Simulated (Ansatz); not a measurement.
Consider AlRu.

```
CELL_PARAMETERS angstrom
2.99160 0.00000 0.00000
0.00000 2.99160 0.00000
0.00000 0.00000 2.99160
ATOMIC_POSITIONS crystal
Al 0.00000 0.00000 0.01504
Ru 0.50000 0.50000 0.50000
```

Space group P4mm; changed on purpose from its base cell (one atom moved); not relaxed (largest force 0.3 eV/Å); computed pressure about −3 GPa in this cell; computed without spin polarisation.

Method: DFT PBEsol, scalar-relativistic, plane waves, PAW in Ansatz.

Predict the valence pseudo-density and electron localisation function between the atoms.

Al–Ru (2.57 Å): the density is about 0.37 e/Å³ at the midpoint; the ELF is about 0.40 at the midpoint.
Al–Ru (2.62 Å): ρ at the midpoint is about 0.34 e/Å³; the ELF is about 0.35 at the midpoint.

Does the calculation make it a metal, or give it a gap?

It is metallic or semimetallic at this level of theory: no gap opens.

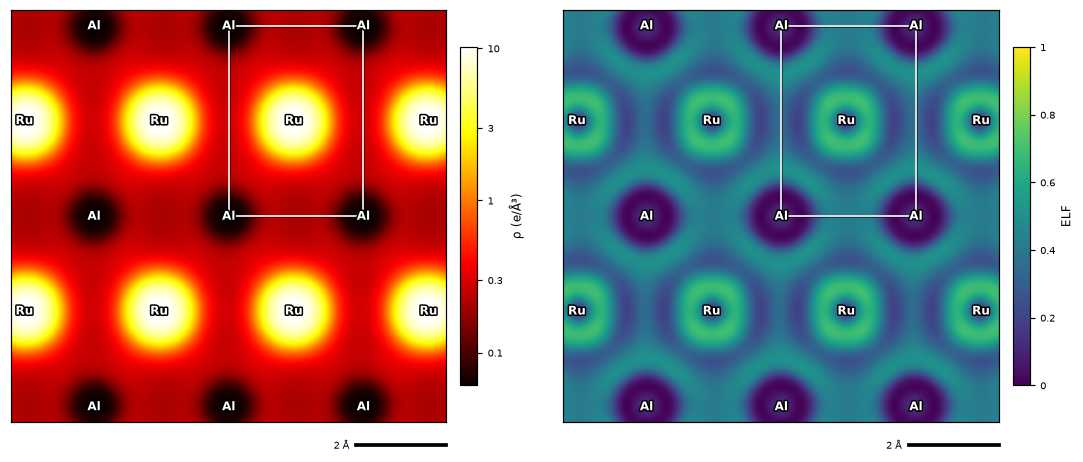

Computed valence pseudo-density and electron localisation function on the (11̄0) plane of the conventional cell, in this order. 

Core electrons are frozen (PAW), and the valence fields are smoothed inside the atomic spheres.
